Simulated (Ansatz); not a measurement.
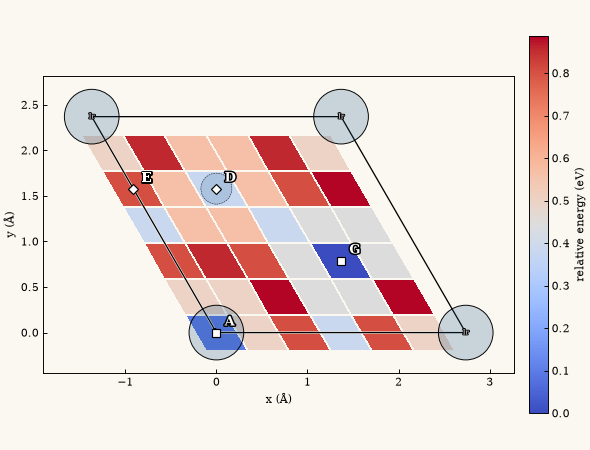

O on an Ir(111) slab cut from the Fm-3m phase, its upper half relaxed before the scan (3 atoms of substrate and one adsorbate in a 1 × 1 cell). 
- O is moved over the surface cell; relaxed at each place: the height of the adsorbate's atoms; substrate rigid; the origin of the map has the adsorbate above Ir3.
- Places are given modulo a cell vector. The map is drawn in real space over the plane of the surface.
- The grid has 6 × 6 points; 10 points were computed and 26 follow by symmetry.
- All energies are given in eV relative to the lowest grid point.
- With one adsorbate in each 1 × 1 cell, its nearest image is 2.7 Å away, so neighbouring adsorbates interact. The runs have no spin polarisation; a magnetic state may lie lower.
- Level of theory: DFT PBE, scalar-relativistic, plane waves, PAW in Ansatz 0.2.0. Settings: cutoff 420 eV, k-mesh 12×12×1, gaussian smearing 0.1 eV, no spin polarisation.

Drawn: one coloured cell a grid point, labelled circles for the atoms of the top layer and small ones for the second layer, the outline of one cell of the plane, lettered points.

Question: Is D the lowest point of the computed grid?

Answer: No. D lies 0.37 eV above the lowest grid point, which is at a threefold hollow over a third-layer Ir atom, (4/6, 2/6) of the cell vectors. It is a local minimum.

Question: What kind of point is each of A, D, G: minimum, saddle, maximum or slope?

Answer: A: minimum; D: minimum; G: minimum. (In these two coordinates alone; a stationary point may lie a little off the grid point.)

PAW datasets: the set soft_1.
